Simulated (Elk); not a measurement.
# Polar Kerr effect of Fe3Ge

Aim: the polar Kerr rotation of Fe3Ge from the optical conductivity tensor.

Calculated with Elk 11.2.3 (patched build); LDA (Perdew-Wang); all-electron APW+lo, Dirac cores, scalar-relativistic bands with second-variational spin-orbit coupling.

### 1. Starting point

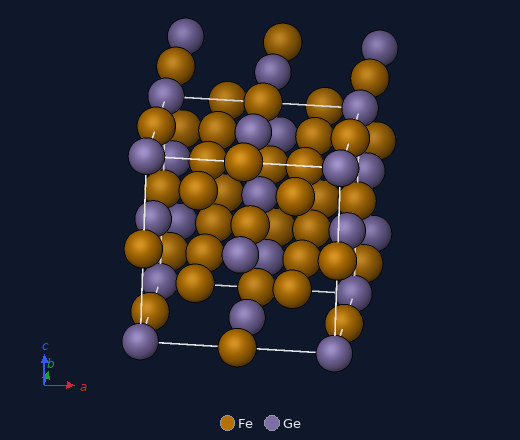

The starting structure, seen slightly off an axis (iron orange, germanium purple). 1×2×1 cells are drawn. This picture shows the conventional cell, with its axes. Some periodic images of atoms are drawn too.

As a file:

```cif
data_structure
_symmetry_space_group_name_H-M 'Fm-3m'
_symmetry_Int_Tables_number 225
_cell_length_a 5.7512
_cell_length_b 5.7512
_cell_length_c 5.7512
_cell_angle_alpha 90.000
_cell_angle_beta 90.000
_cell_angle_gamma 90.000
_cell_volume 190.23
loop_
_atom_site_label
_atom_site_type_symbol
_atom_site_symmetry_multiplicity
_atom_site_Wyckoff_symbol
_atom_site_fract_x
_atom_site_fract_y
_atom_site_fract_z
_atom_site_occupancy
Fe1 Fe 4 b 0.50000 0.00000 0.00000 1
Fe2 Fe 8 c 0.25000 0.75000 0.75000 1
Ge1 Ge 4 a 0.00000 0.00000 0.00000 1
```

The cell comes from a database of computed structures and need not be the stable phase.

### 2. Ground state with spin–orbit coupling

In a ferromagnet the Kerr effect comes from exchange splitting and spin–orbit coupling together. The parallel order is imposed here; no other order was tried.

In this input [111] lies along z, the axis of the moments and of the light.

Moments are seeded by fields in the spheres (the last three columns under atoms), set against the wanted direction and reduced each loop.

The input, elk.in:

```
tasks
  0
  15

xctype
  3

rgkmax
  7.0

nempty
  14

swidth
  0.002

reducebf
  0.5

epsengy
  1e-05

maxscl
  100

lmaxi
  3

spinpol
  .true.

spinorb
  .true.

cmagz
  .true.

sppath
  './'

avec
  -4.28571502938 1.14835388110 6.27472229651
  1.14835388110 -4.28571502938 6.27472229651
  3.13736114826 3.13736114826 6.27472229651

atoms
  2
  'Fe.in'
  3
  0.5000000000 0.5000000000 0.5000000000   0.000000 0.000000 -0.140000
  0.2500000000 0.2500000000 0.2500000000   0.000000 0.000000 -0.140000
  0.7500000000 0.7500000000 0.7500000000   0.000000 0.000000 -0.140000
  'Ge.in'
  1
  0.0000000000 0.0000000000 0.0000000000   0.000000 0.000000 0.000000

ngridk
  8 8 8
```

Launch:

```
$ OMP_NUM_THREADS=4 elk
```

Numbers of over 12 decimals in the logs are rounded to 6 here.

Output:

```text
Warning(gndstate): core states of species 2 leak from the muffin-tin :   0.5219451132E-03
Warning(chksvso): spin-orbit splittings by the second variation are low [figures from our tests cut]: local-orbitals by j (lorbdm 7 and 8, zora) mend levels alone

--- INFO.OUT ---
┌─────────────────────────┐
│ Elk code version 11.2.3 │
└─────────────────────────┘

All units are atomic (Hartree, Bohr, etc.)

┌─────────────────────────────────────────────────┐
│ Ground-state run starting from atomic densities │
└─────────────────────────────────────────────────┘

Lattice vectors :
  -4.285715029       1.148353881       6.274722297
   1.148353881      -4.285715029       6.274722297
   3.137361148       3.137361148       6.274722297

Species : 1 (Fe)
 parameters loaded from : Fe.in
 name : iron
 nuclear charge    :   -26.00000000
 electronic charge :    26.00000000
 atomic mass :    101799.2075
 muffin-tin radius :    2.328020861
 number of radial points in muffin-tin :    497
 inner part over the whole radius :   0.9829872678E-02
 number on inner part of muffin-tin    :    350
 approximate nuclear radius :   0.7160107270E-04
 number of mesh points to nuclear radius :    167
 atomic positions (lattice), magnetic fields (Cartesian) :
  1 :   0.50000000  0.50000000  0.50000000    0.00000000  0.00000000 -0.14000000
  2 :   0.25000000  0.25000000  0.25000000    0.00000000  0.00000000 -0.14000000
  3 :  -0.25000000 -0.25000000 -0.25000000    0.00000000  0.00000000 -0.14000000

Species : 2 (Ge)
 parameters loaded from : Ge.in
 name : germanium
 nuclear charge    :   -32.00000000
 electronic charge :    32.00000000
 atomic mass :    132414.6196
 muffin-tin radius :    2.328020861
 number of radial points in muffin-tin :    497
 inner part over the whole radius :   0.9838570739E-02
 number on inner part of muffin-tin    :    351
 approximate nuclear radius :   0.7637961215E-04
 number of mesh points to nuclear radius :    171
 atomic positions (lattice), magnetic fields (Cartesian) :
  1 :   0.00000000  0.00000000  0.00000000    0.00000000  0.00000000  0.00000000

Total number of atoms per unit cell :    4
Total muffin-tin volume :    211.4020545
 ratio of muffin-tin to unit cell volume :   0.6587244500

Spin treatment :
 spin-polarised
 spin-orbit coupling
 global magnetic field (Cartesian) :    0.000000000       0.000000000       0.000000000
 collinear magnetisation in z-direction

Number of Bravais lattice symmetries :   48
Number of crystal symmetries         :    6
Crystal has inversion symmetry
Real symmetric eigensolver will be used

k-point grid :      8     8     8
k-point offset :    0.000000000       0.000000000       0.000000000
k-point set is reduced with full crystal symmetry group
Total number of k-points :       90

Muffin-tin radius times maximum |G+k| :    7.000000000
 using average radius
Maximum |G+k| for APW functions       :    3.006845908
Maximum (1/2)|G+k|²                   :    4.520561157
Maximum |G| for potential and density :    12.00000000
Constant for pseudocharge density :    7
 order of it for each species :   14  14
 order of it for pair densities of each species (exact exchange by exxq0 0: 14) :   10  10
Radial integration step length :    1

G-vector grid sizes :     30    30    30
Number of G-vectors :     9377

Maximum angular momentum used for
 APW functions            :    8
 outer part of muffin-tin :    6
 inner part of muffin-tin :    3

Number of empty states         :     56
Total number of valence states :    176
Total number of core states    :     48

Third-order local-orbitals added for an l without core states : T
Total number of local-orbitals :     89

Exchange-correlation functional :      3     0     0
 Perdew-Wang/Ceperley-Alder, Phys. Rev. B 45, 13244 (1992)
 gradient requirement :    0
 local density approximation (LDA)

Smearing type :    3
 Fermi-Dirac
Smearing width :   0.2000000000E-02
Effective electronic temperature (K) :    631.5500496

Mixing type :    3
 Broyden mixing, J. Phys. A: Math. Gen. 17, L317 (1984)

Kohn-Sham potential initialised from atomic data

┌──────────────────────────────┐
│ Self-consistent loop started │
└──────────────────────────────┘

┌─────────────────┐
│ Loop number : 1 │
└─────────────────┘

Energies :
 Fermi                       :     0.222425
 sum of occupied eigenvalues :     -3414.2418190167
 electron kinetic            :      5997.4449711992
 core electron kinetic       :      5419.8224203214
 Coulomb                     :     -11668.002682706
 Coulomb potential           :     -9090.0937846904
 nuclear-nuclear             :     -1017.5115352392
 electron-nuclear            :     -12248.687400800
 Hartree                     :      1598.1962533336
 Madelung                    :     -7122.9557903606
 xc potential                :     -321.24457081524
 xc effective B-field        :    -0.297688
 external B-field            :      0.000000
 exchange                    :     -228.30909296028
 correlation                 :     -9.556356
 electron entropic           :    -0.10441221112322E-02
 total energy                :     -5908.4242042548
 (external B-field energy excluded from total)

Density of states at Fermi energy :    76.64079925
 (states/Hartree/unit cell)

Estimated indirect band gap :   0.1424735915E-02
 from k-point 18 to k-point 85
Estimated direct band gap   :   0.4762158415E-02
 at k-point 85

Charges :
 core                        :    48.00000000
 valence                     :    62.00000000
 interstitial                :    4.294077327
 muffin-tins (core leakage)
  species : 1 (Fe)
   atom 1                    :    24.99921685     ( -0.3585752637E-05)
   atom 2                    :    25.18823281     ( -0.3585752534E-05)
   atom 3                    :    25.18823281     ( -0.3585752534E-05)
  species : 2 (Ge)
   atom 1                    :    30.33024022     (  0.5667702900E-03)
 total in muffin-tins        :    105.7059227
 total calculated charge     :    109.9986402
 total charge                :    110.0000000
 error                       :   0.1359803086E-02

Moments :
 interstitial                :  -0.9791398150E-01
 muffin-tins
  species : 1 (Fe)
   atom 1                    :    2.506326245
   atom 2                    :    2.131270666
   atom 3                    :    2.131270666
  species : 2 (Ge)
   atom 1                    :  -0.7920743370E-01
 total in muffin-tins        :    6.689660143
 total moment                :    6.591746161

[... earlier loops left out ...]

┌──────────────────┐
│ Loop number : 23 │
└──────────────────┘

Energies :
 Fermi                       :     0.339873
 sum of occupied eigenvalues :     -3404.7557539555
 electron kinetic            :      6000.8182715210
 core electron kinetic       :      5420.8875593311
 Coulomb                     :     -11670.829309324
 Coulomb potential           :     -9090.5748711049
 nuclear-nuclear             :     -1017.5115352392
 electron-nuclear            :     -12253.761230697
 Hartree                     :      1600.4434566127
 Madelung                    :     -7125.5418737715
 xc potential                :     -314.79671805341
 xc effective B-field        :    -0.202436
 external B-field            :      0.000000
 exchange                    :     -228.36119900533
 correlation                 :     -9.564934
 electron entropic           :    -0.12324498659454E-02
 total energy                :     -5907.9384028891
 (external B-field energy excluded from total)

Density of states at Fermi energy :    94.12513596
 (states/Hartree/unit cell)

Estimated indirect band gap :   0.4850732109E-03
 from k-point 80 to k-point 73
Estimated direct band gap   :   0.1502180248E-02
 at k-point 80

Charges :
 core                        :    48.00000000
 valence                     :    62.00000000
 interstitial                :    4.284784288
 muffin-tins (core leakage)
  species : 1 (Fe)
   atom 1                    :    24.97231145     ( -0.3585752539E-05)
   atom 2                    :    25.09124889     ( -0.3585752928E-05)
   atom 3                    :    25.09124889     ( -0.3585752928E-05)
  species : 2 (Ge)
   atom 1                    :    30.56040649     (  0.5219451132E-03)
 total in muffin-tins        :    105.7152157
 total calculated charge     :    109.9987263
 total charge                :    110.0000000
 error                       :   0.1273699560E-02

Moments :
 interstitial                :  -0.7020720821E-01
 muffin-tins
  species : 1 (Fe)
   atom 1                    :    2.568901040
   atom 2                    :    1.364114249
   atom 3                    :    1.364114249
  species : 2 (Ge)
   atom 1                    :  -0.5410535525E-01
 total in muffin-tins        :    5.243024183
 total moment                :    5.172816974

┌──────────────────────────────┐
│ Self-consistent loop stopped │
└──────────────────────────────┘

Warning : core states of species 2 leak from the muffin-tin :   0.5219451132E-03

Wrote STATE.OUT
```

The job ended after 6.5 min (4 threads of Arm Neoverse V1, shared host; peak memory 0.37 GiB).

Spin moment in the muffin-tin sphere by atom:

| atom | spin moment in the muffin-tin sphere (μB) |
| --- | --- |
| Fe1 | 2.57 |
| Fe2 | 1.36 |
| Fe3 | 1.36 |
| Ge4 | -0.05 |

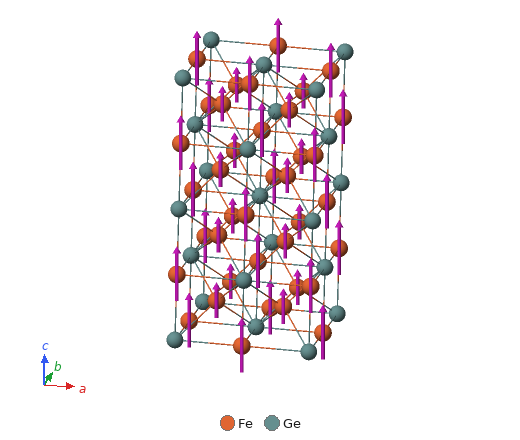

Spin moment in the muffin-tin sphere as arrows, the longest 2.57 μB. Up and down stand for the sign. Arrows give size and sign along the axis of quantisation, drawn up and down the page. 1×1×2 conventional cells are drawn. Some periodic images of atoms are drawn too.

Read from the output:

* density of states at the Fermi level: 3.459 states/eV/cell
* moment between the spheres: -0.07021 μB
* magnetization: 5.173 μB
* final state: ferromagnetic

After 23 cycles the largest moment stands at 2.57 μB.

Orbital moment <L> in the sphere by atom:

| atom | x (μB) | y (μB) | z (μB) | size |
| --- | --- | --- | --- | --- |
| Fe1 | 0.0000 | 0.0000 | 0.0523 | 0.0523 |
| Fe2 | 0.0000 | 0.0000 | 0.0260 | 0.0260 |
| Fe3 | 0.0000 | 0.0000 | 0.0260 | 0.0260 |
| Ge4 | 0.0000 | 0.0000 | -0.0006 | 0.0006 |

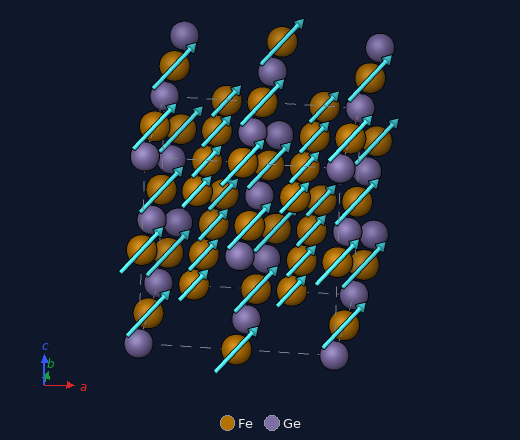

Orbital moment <L> in the sphere as arrows, the longest 0.0523 μB. 1×2×1 conventional cells are drawn. Some periodic images of atoms are drawn too.

### 3. States and momentum matrix elements on a finer mesh

Optical spectra need more k points than the density, so the states are solved once on a finer mesh in the saved potential.

The input, elk.in:

```
tasks
  1
  120

xctype
  3

rgkmax
  7.0

nempty
  14

swidth
  0.002

reducebf
  0.5

epsengy
  1e-05

maxscl
  1

lmaxi
  3

spinpol
  .true.

spinorb
  .true.

cmagz
  .true.

sppath
  './'

avec
  -4.28571502938 1.14835388110 6.27472229651
  1.14835388110 -4.28571502938 6.27472229651
  3.13736114826 3.13736114826 6.27472229651

atoms
  2
  'Fe.in'
  3
  0.5000000000 0.5000000000 0.5000000000   0.000000 0.000000 -0.000140
  0.2500000000 0.2500000000 0.2500000000   0.000000 0.000000 -0.000140
  0.7500000000 0.7500000000 0.7500000000   0.000000 0.000000 -0.000140
  'Ge.in'
  1
  0.0000000000 0.0000000000 0.0000000000   0.000000 0.000000 0.000000

ngridk
  12 12 12
```

Launch:

```
$ OMP_NUM_THREADS=4 elk
```

Output:

```text
Warning(gndstate): core states of species 2 leak from the muffin-tin :   0.5219451163E-03
Warning(chksvso): spin-orbit splittings by the second variation are low [figures from our tests cut]: local-orbitals by j (lorbdm 7 and 8, zora) mend levels alone

--- INFO.OUT ---
┌─────────────────────────┐
│ Elk code version 11.2.3 │
└─────────────────────────┘

All units are atomic (Hartree, Bohr, etc.)

┌──────────────────────────────────────────┐
│ Ground-state run resuming from STATE.OUT │
└──────────────────────────────────────────┘

Lattice vectors :
  -4.285715029       1.148353881       6.274722297
   1.148353881      -4.285715029       6.274722297
   3.137361148       3.137361148       6.274722297

Species : 1 (Fe)
 muffin-tin radius :    2.328020861
 atomic positions (lattice), magnetic fields (Cartesian) :
  1 :   0.50000000  0.50000000  0.50000000    0.00000000  0.00000000  0.00000000
  2 :   0.25000000  0.25000000  0.25000000    0.00000000  0.00000000  0.00000000
  3 :  -0.25000000 -0.25000000 -0.25000000    0.00000000  0.00000000  0.00000000

Species : 2 (Ge)
 muffin-tin radius :    2.328020861
 atomic positions (lattice), magnetic fields (Cartesian) :
  1 :   0.00000000  0.00000000  0.00000000    0.00000000  0.00000000  0.00000000

Total number of atoms per unit cell :    4
Total muffin-tin volume :    211.4020545
 ratio of muffin-tin to unit cell volume :   0.6587244500

Spin treatment :
 spin-polarised
 spin-orbit coupling
 global magnetic field (Cartesian) :    0.000000000       0.000000000       0.000000000
 collinear magnetisation in z-direction

Number of Bravais lattice symmetries :   48
Number of crystal symmetries         :    6
Crystal has inversion symmetry
Real symmetric eigensolver will be used

[...]
Coulomb potential           :     -9090.5891107823
 nuclear-nuclear             :     -1017.5115352392
 electron-nuclear            :     -12253.752647804
 Hartree                     :      1600.4346604581
 Madelung                    :     -7125.5349671943
 xc potential                :     -314.78246695781
 xc effective B-field        :    -0.204350
 external B-field            :      0.000000
 exchange                    :     -228.36180397041
 correlation                 :     -9.564761
 electron entropic           :    -0.11884316645406E-02
 total energy                :     -5907.9381593824
 (external B-field energy excluded from total)

Density of states at Fermi energy :    89.54723117
 (states/Hartree/unit cell)

Estimated indirect band gap :   0.7682336338E-04
 from k-point 227 to k-point 236
Estimated direct band gap   :   0.2167890979E-02
 at k-point 56

Charges :
 core                        :    48.00000000
 valence                     :    62.00000000
 interstitial                :    4.285841626
 muffin-tins (core leakage)
  species : 1 (Fe)
   atom 1                    :    24.97940179     ( -0.3585752658E-05)
   atom 2                    :    25.08686926     ( -0.3585752765E-05)
   atom 3                    :    25.08686926     ( -0.3585752765E-05)
  species : 2 (Ge)
   atom 1                    :    30.56101807     (  0.5219451163E-03)
 total in muffin-tins        :    105.7141584
 total calculated charge     :    109.9987181
 total charge                :    110.0000000
 error                       :   0.1281853211E-02

Moments :
 interstitial                :  -0.6733489521E-01
 muffin-tins
  species : 1 (Fe)
   atom 1                    :    2.574226248
   atom 2                    :    1.380851283
   atom 3                    :    1.380851283
  species : 2 (Ge)
   atom 1                    :  -0.5259268188E-01
 total in muffin-tins        :    5.283336132
 total moment                :    5.216001237

┌──────────────────────────────┐
│ Self-consistent loop stopped │
└──────────────────────────────┘

Warning : core states of species 2 leak from the muffin-tin :   0.5219451163E-03
```

It took 2.9 min on 4 threads; peak memory 0.98 GiB; 12 min of CPU time.

This step gave:

```
magnetization  : 5.216 μB
largest moment : 2.574 μB
```

(Continued in part 2 of 2.)

[Logs and program files are shortened in this print: banners, set-up blocks, solver, clock and traceback lines can be left out without a mark of their own.]

[Logs are printed without paths, hosts, clocks, repeated set-up lines and the standing remarks that a program may print on its own settings, such as how far it seeks lower states.]

[Hosts, paths, dates, database ids (printed as entryN), source tags and the programs' standing remarks are cut or masked in the printed files.]

[Where a cell is said to come from a database of computed structures, the database is the Materials Project.]
